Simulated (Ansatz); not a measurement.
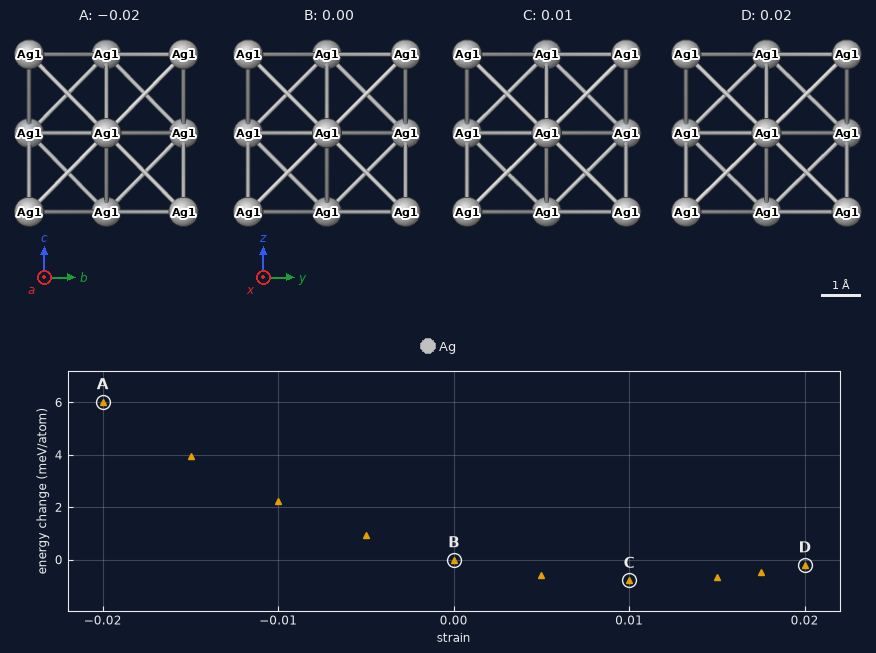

Energy scan for solid Ag (Fm-3m), in which the cell is strained along y alone, with the atoms kept at their fractional coordinates. x, y and z are the Cartesian axes of the input. The lettered frames are marked on the plot. The picture is a ball-and-stick view of the conventional cell (4 times the calculation's cell), repeated 2 × 1 × 1 with one cell outlined, seen along the a axis. Lengths and directions refer to the drawn axes.

All numbers below come from DFT r2SCAN, scalar-relativistic, plane waves, PAW in Ansatz. Set-up: plane-wave cutoff 500 eV; k-point mesh 20 × 20 × 20; occupations gaussian; smearing width 0.15 eV; no spin polarisation. Energies (free energies at the smearing named) are counted from the cell as listed in its source, which wasn't relaxed.

### Describe the profile.

The lowest computed point lies at the strain 0.01 (−0.78 meV/atom). The end points stand at 6.03 meV/atom (−0.02) and −0.20 meV/atom (0.02). The unrelaxed reference is under a pressure of 1.4 GPa, which tilts the curve. The distortion takes the space group from Fm-3m to I4/mmm. At the strain −0.02 the cell of the drawing goes b 4.086 → 4.004 Å.

The computed points:

| strain | energy change (meV/atom) |
| --- | --- |
| −0.0200 | 6.03 |
| −0.0150 | 3.94 |
| −0.0100 | 2.25 |
| −0.0050 | 0.94 |
| 0.0000 | 0.00 |
| 0.0050 | −0.57 |
| 0.0100 | −0.78 |
| 0.0150 | −0.66 |
| 0.0175 | −0.47 |
| 0.0200 | −0.20 |
